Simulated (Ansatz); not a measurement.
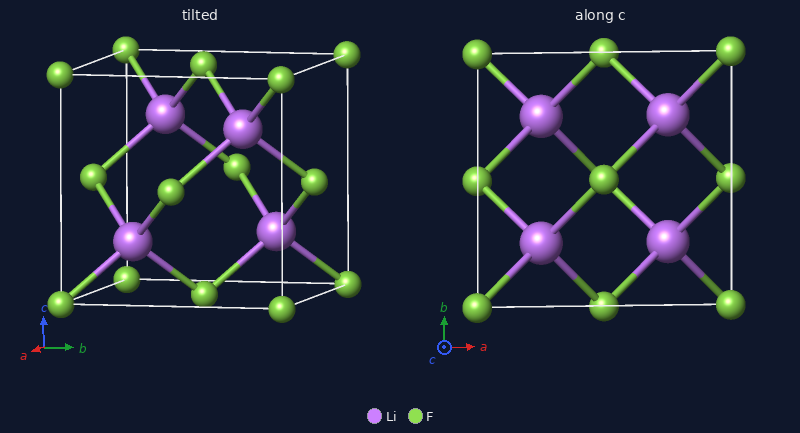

A ball-and-stick rendering, viewed slightly off an axis and along the c axis. The frame is the drawn cell (a repeat of the simulation cell); atoms at its boundary are shown with their periodic copies.

LiF, a = 4.268 Å, b = 4.268 Å, c = 4.268 Å, α = 89.26°, β = 89.26°, γ = 89.26°. Strictly the space group is R3m (No. 160, within 0.01 Å). It is a distorted form of a face-centred cubic structure, space group F-43m (No. 216) within 0.25 Å: zinc blende (sphalerite type). It goes back to a structure type filled with these elements by a generator (whether the compound takes this form wasn't checked). The cell was then strained or its atoms displaced on purpose. It was run through Ansatz as a DFT input.

This one geometry was computed with Ansatz (DFT, plane waves, PAW) at three levels of theory: HSE06, r2SCAN and PBE. It was relaxed with r2SCAN and then strained.

Which level gives the highest pressure at this volume, and what does that say about its equilibrium volume?

Highest: PBE (4.0 GPa), which points to the largest equilibrium volume. Lowest, with the smallest volume: r2SCAN (0.9 GPa). Levels within 0.5 GPa of each other can't be told apart.

How does the band gap change with the level of theory?

PBE: a gap of 7.98 eV, direct; r2SCAN: a gap of 8.72 eV, direct; HSE06: a gap of 10.17 eV, direct.

Collect the results in a table.

| level | cutoff (eV) | k-mesh of the run's cell | gap (eV) | pressure (GPa) |
| --- | --- | --- | --- | --- |
| HSE06 | 420 | 8×8×8 | 10.17 | 1.8 |
| r2SCAN | 500 | 10×10×10 | 8.72 | 0.9 |
| PBE | 420 | 10×10×10 | 7.98 | 4.0 |

Gaps are taken on the k-mesh or band path of each run.
